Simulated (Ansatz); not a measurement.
```
Sn O
1.0
     5.11758    0.00000    0.00000
     0.00000    5.11758    0.00000
     0.00000    0.00000    5.11758
Sn O
4 4
Direct
  0.00000 0.00000 0.00000
  0.50000 0.50000 0.00000
  0.50000 0.00000 0.50000
  0.00000 0.50000 0.50000
  0.50000 0.00000 0.00000
  0.00000 0.50000 0.00000
  0.00000 0.00000 0.50000
  0.50000 0.50000 0.50000
```

Space group Fm-3m; started from the rocksalt prototype, which need not be the ambient phase.

Theory: DFT, PBE, plane waves, PAW (Ansatz 0.2.0).

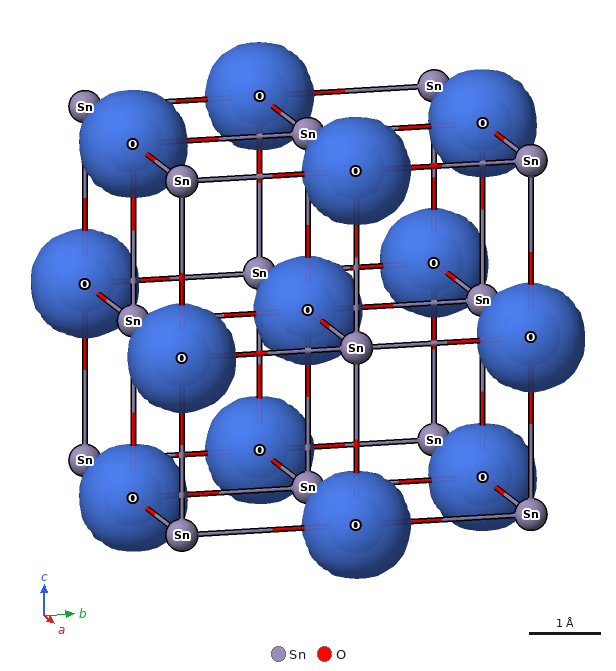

SnO. Isosurface of the electron localisation function at 0.75 (blue), seen slightly off an axis. Core shells and regions of very low density are left out. Sticks mark near contacts.

Core electrons are frozen (PAW), and the valence fields are smoothed inside the atomic spheres.

What do the ELF domains correspond to?

At this value the surface marks out four regions wrapped around O (the valence shell of each), counted in one cell of 8 atoms. Regions shared between cells count once. Profiles from the grid: Sn–O (2.56 Å): the ELF is about 0.20 at the midpoint: no localised pair shows between them.

Metal or insulator at this level of theory?

It is gapped, with a Kohn–Sham gap of 0.69 eV on the k-point mesh, an upper bound to the gap of this method.
